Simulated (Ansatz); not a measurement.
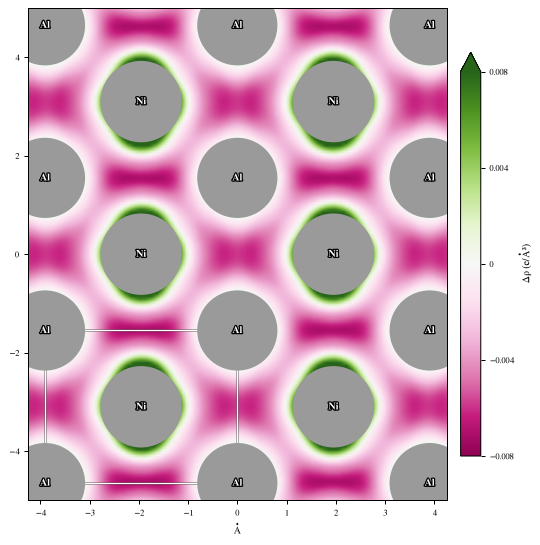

AlNi: difference of two self-consistent densities at the same geometry, ρ(HSE06) − ρ(r2SCAN), on the (100) plane of the conventional cell. Grey discs cover the cores, where the PAW densities can't be compared. Cores are masked to 0.8 Å (Al) and 0.8 Å (Ni).

Space group Cmmm; computed without spin polarisation. The cell comes from a database of computed structures, not from a measurement.

Both runs: Ansatz, scalar-relativistic, plane waves and PAW, same cutoff, k-points and PAW files (made with PBE).

### What differs between the two levels of theory?

Against r2SCAN, and outside the masked cores, the largest gain lies at the edge of the masked core of Ni, and the largest loss, 0.007 e/Å³, lies 1.6 Å from a nickel nucleus and 1.7 Å from an aluminium one. Bader charges are Al +1.84 and Ni −1.84 e with r2SCAN and Al +1.73 and Ni −1.73 e with HSE06. Among metals such charges hang on how the charge between the atoms is shared out. At this volume the pressure is 1 GPa with r2SCAN and roughly 1 GPa with HSE06.

Run times: 3.8 min (HSE06) and 16 s (base cell), on 2 threads of Intel(R) Xeon(R) Platinum 8488C (Sapphire Rapids) (shared host).
